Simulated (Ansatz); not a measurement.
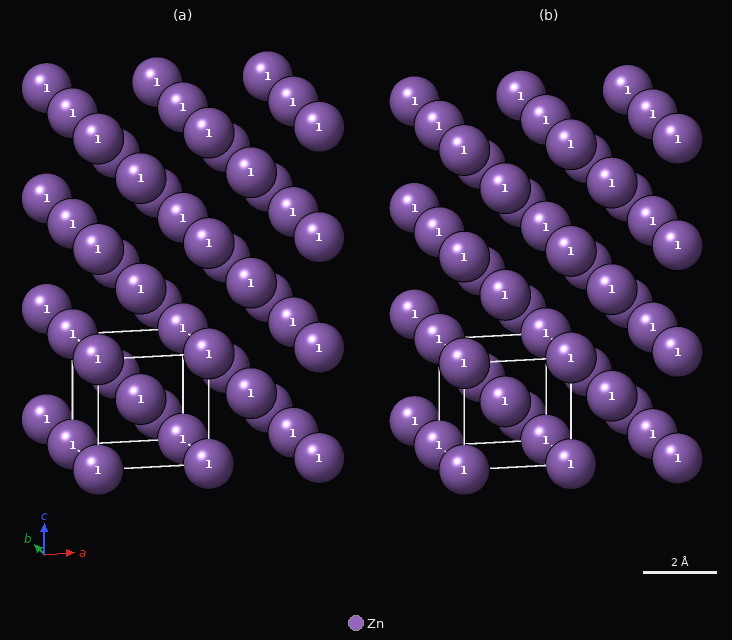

Left: a symmetric starting cell of Zn. Right: the same structure after one change, at the same scale. The picture is a spheres-only view of the conventional cell (2 times the calculation's cell), repeated 2 × 2 × 3 with one cell outlined, seen slightly off an axis. Lengths and directions refer to the drawn axes.

All numbers below come from DFT LDA, scalar-relativistic, plane waves, PAW (Ansatz 0.2.0). Settings: plane-wave cutoff 420 eV; k-point mesh 18 × 18 × 18; occupations gaussian; smearing width 0.1 eV; no spin polarisation.

Which change leads from the left to the right?

All lengths are scaled by −3.5 % (volume −10.0 %), the atoms keeping their fractional coordinates. No relaxation follows. The starting cell wasn't computed here and needn't be at equilibrium, so pressure and forces aren't due to the change alone.

And its effect?

Among the bonded contacts that change: Zn–Zn 2.718 → 2.624 Å. The space group stays Im-3m (No. 229). The pressure is −1.3 GPa (not all of it need come from the change, since the unchanged cell can be under pressure at this level too). All forces vanish by symmetry.
